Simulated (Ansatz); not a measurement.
The coordinates of a crystal:

```cif
data_structure
_symmetry_space_group_name_H-M 'P 1'
_symmetry_Int_Tables_number 1
_cell_length_a 3.1590
_cell_length_b 3.1590
_cell_length_c 15.4512
_cell_angle_alpha 90.000
_cell_angle_beta 90.000
_cell_angle_gamma 120.000
_cell_volume 133.53
loop_
_atom_site_label
_atom_site_type_symbol
_atom_site_fract_x
_atom_site_fract_y
_atom_site_fract_z
_atom_site_occupancy
S1 S 0.33333 0.66667 0.39799 1
S2 S 0.33333 0.66667 0.60201 1
W1 W 0.00000 0.00000 0.50000 1
```

Question: What does this file describe?

Answer: It has the composition WS$_{2}$. The cell has 3 atoms, namely 1 W, 2 S. The polyhedra are WS6 trigonal prisms; they share edges. S bonds to three W in a trigonal pyramidal arrangement at 2.41 Å. Each W atom is coordinated by six S in a trigonal prismatic arrangement at 2.41 Å. Not all metal-metal contacts are counted. The bonds build WS2 layers parallel to (001).

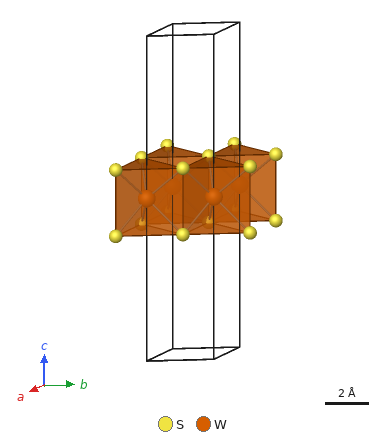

The crystal in a polyhedral representation, seen slightly off an axis. The frame is the simulation cell; atoms at its boundary are shown with their periodic copies. Some atoms of the next cells are drawn as well.

Its origin is a structure listed in the Materials Project, with elements exchanged, so it need not be a known form of the compound. Earlier steps of the study may have refined or changed the cell and positions. It was the input of a calculation with Ansatz.
